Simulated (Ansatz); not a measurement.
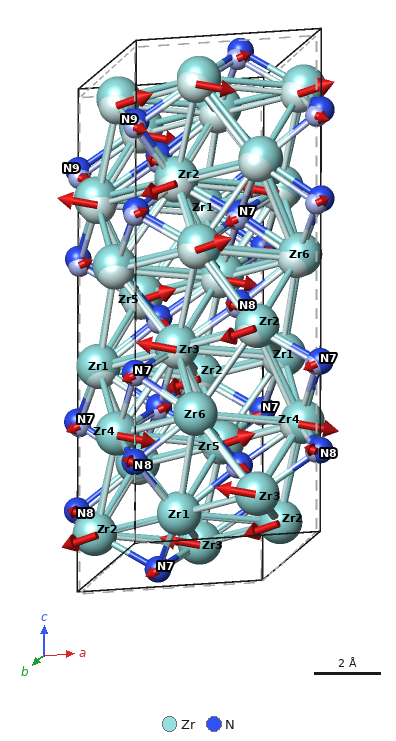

A crystal of Zr3N2 (set up in R-3c), drawn pale, and a changed version of it, drawn solid. The red arrows show how the atoms are displaced (without the part that the change of the cell carries along), magnified 50 times. A ball-and-stick model of the conventional cell (3 times the calculation's cell), seen from a free direction. Lengths and directions refer to the drawn axes.

All numbers below come from DFT r2SCAN, scalar-relativistic, plane waves, PAW (Ansatz 0.2.0). Set-up: plane-wave cutoff 500 eV; k-point mesh 12 × 12 × 12; occupations gaussian; smearing width 0.1 eV; no spin polarisation.

### What was done to the structure, and with what result?

Biaxial strain in the a–b plane, +2.0 %, is applied. The c axis and the atoms are relaxed. Cell: a 5.647 → 5.760 Å (+2.0 %), b 5.647 → 5.632 Å (−0.3 %), c 15.708 → 15.971 Å (+1.7 %), α 90.0° → 89.0°, γ 120.0° → 120.8°. Volume +2.6 %. The largest moves relative to the cell, 0.025 Å, are those of Zr atoms. Largest moves by element: Zr 0.025 Å, N 0.009 Å. Some distances before and after: Zr–Zr 3.199 → 3.203 to 3.273 Å, Zr–Zr 3.301 → 3.260 to 3.369 Å, Zr–Zr 3.238 → 3.260 to 3.303 Å, N–Zr 2.267 → 2.262 to 2.323 Å. The space group (tolerance 0.01 Å) goes from R-3c (No. 167) to C2/c (No. 15). It costs 13.7 meV per atom. Pressure: 0.0 GPa before, −4.9 GPa after. The principal stresses (compression positive) are −7.1 GPa along a, −7.4 GPa along [1 2 2], none along the third axis. It is metallic before and after.
